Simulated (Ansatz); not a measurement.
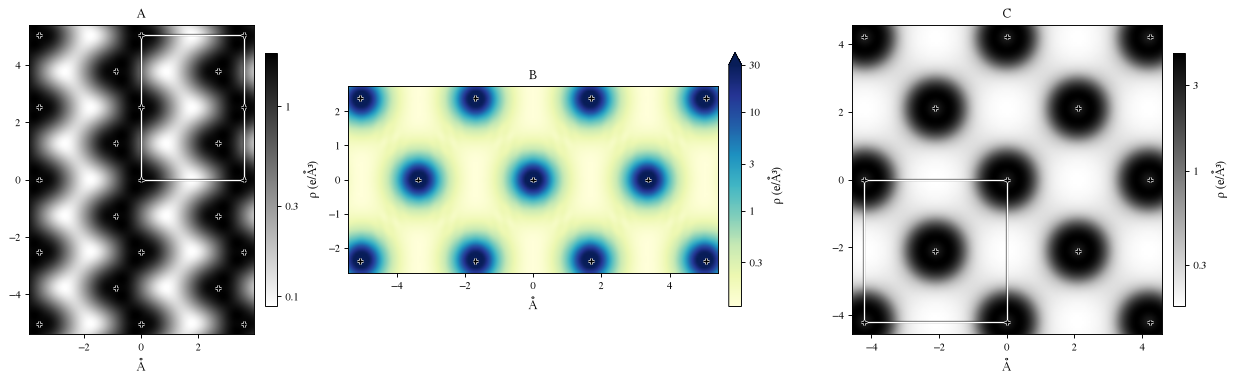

The valence pseudo-density of 3 systems, each on a plane through atoms (crosses mark nuclei in the plane).

Method: Ansatz 0.2.0, DFT PBE, scalar-relativistic, plane waves, PAW.

System 1: Ta, the (100) plane of the conventional cell. Space group Fm-3m; a generated structure, not necessarily the stable one; computed without spin polarisation.

System 2: C, the (110) plane of the conventional cell. Space group Fd-3m.

```cif
data_structure
_symmetry_space_group_name_H-M 'P 1'
_symmetry_Int_Tables_number 1
_cell_length_a 3.5715
_cell_length_b 3.5715
_cell_length_c 3.5715
_cell_angle_alpha 90.000
_cell_angle_beta 90.000
_cell_angle_gamma 90.000
_cell_volume 45.56
loop_
_atom_site_label
_atom_site_type_symbol
_atom_site_fract_x
_atom_site_fract_y
_atom_site_fract_z
_atom_site_occupancy
C1 C 0.50000 0.00000 0.00000 1
C2 C 0.00000 0.50000 0.00000 1
C3 C 0.00000 0.00000 0.50000 1
C4 C 0.50000 0.50000 0.50000 1
C5 C 0.75000 0.25000 0.25000 1
C6 C 0.25000 0.75000 0.25000 1
C7 C 0.25000 0.25000 0.75000 1
C8 C 0.75000 0.75000 0.75000 1
```

System 3: Ga, the (110) plane of the conventional cell. Space group Im-3m; a generated structure, not necessarily the stable one; computed without spin polarisation.

```
Ga
1.0
     3.37348    0.00000    0.00000
     0.00000    3.37348    0.00000
     0.00000    0.00000    3.37348
Ga
2
Direct
  0.00000 0.00000 0.00000
  0.50000 0.50000 0.50000
```

**Match each panel to its system.**

Panel A is system 2, C: the plane holds C. C–C (1.55 Å): the density is about 1.6 e/Å³ at the midpoint. Panel B is system 3, Ga: the plane holds Ga. Ga–Ga (2.92 Å): ρ is about 0.19 e/Å³ halfway. Panel C is system 1, Ta: the plane holds Ta. Ta–Ta (2.99 Å): ρ is about 0.27 e/Å³ halfway.
